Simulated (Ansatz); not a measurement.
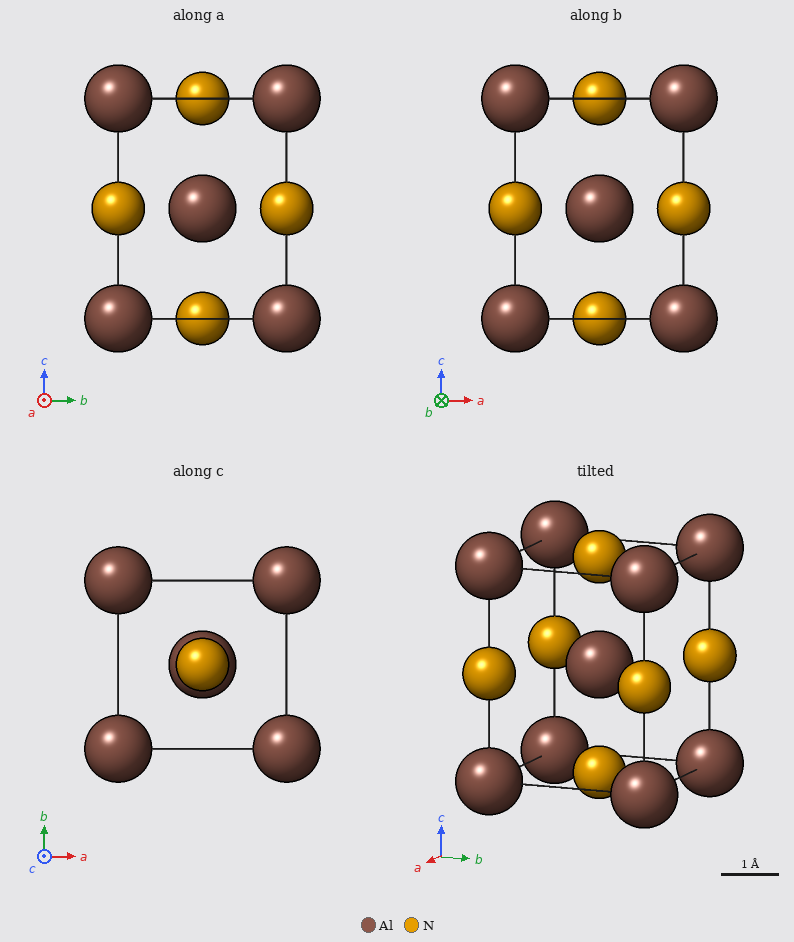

Shown here is a spheres-only view of the crystal, taken along the a axis, along the b axis, along the c axis and slightly off an axis. The edges of the conventional unit cell are marked.

Lattice parameters: a = 2.9910 Å, b = 2.9910 Å, c = 3.9076 Å, α = 90.000°, β = 90.000°, γ = 90.000°.

Question: Express the structure as a CIF in P1 with every atom of the cell.

Answer:
```cif
data_structure
_symmetry_space_group_name_H-M 'P 1'
_symmetry_Int_Tables_number 1
_cell_length_a 2.9910
_cell_length_b 2.9910
_cell_length_c 3.9076
_cell_angle_alpha 90.000
_cell_angle_beta 90.000
_cell_angle_gamma 90.000
_cell_volume 34.96
loop_
_atom_site_label
_atom_site_type_symbol
_atom_site_fract_x
_atom_site_fract_y
_atom_site_fract_z
_atom_site_occupancy
Al1 Al 0.0000 0.0000 0.0000 1
N1 N 0.0000 0.0000 0.5000 1
Al2 Al 0.5000 0.5000 0.5000 1
N2 N 0.5000 0.5000 0.0000 1
```

The structure was taken from a structure type filled with these elements by a generator (whether the compound takes this form wasn't checked). The cell was then strained or its atoms displaced on purpose. A calculation with Ansatz used it as input.

At this level of theory the cell isn't at rest (stretched, at -6 GPa), so its distances can differ from those at equilibrium, the more so the softer the solid.
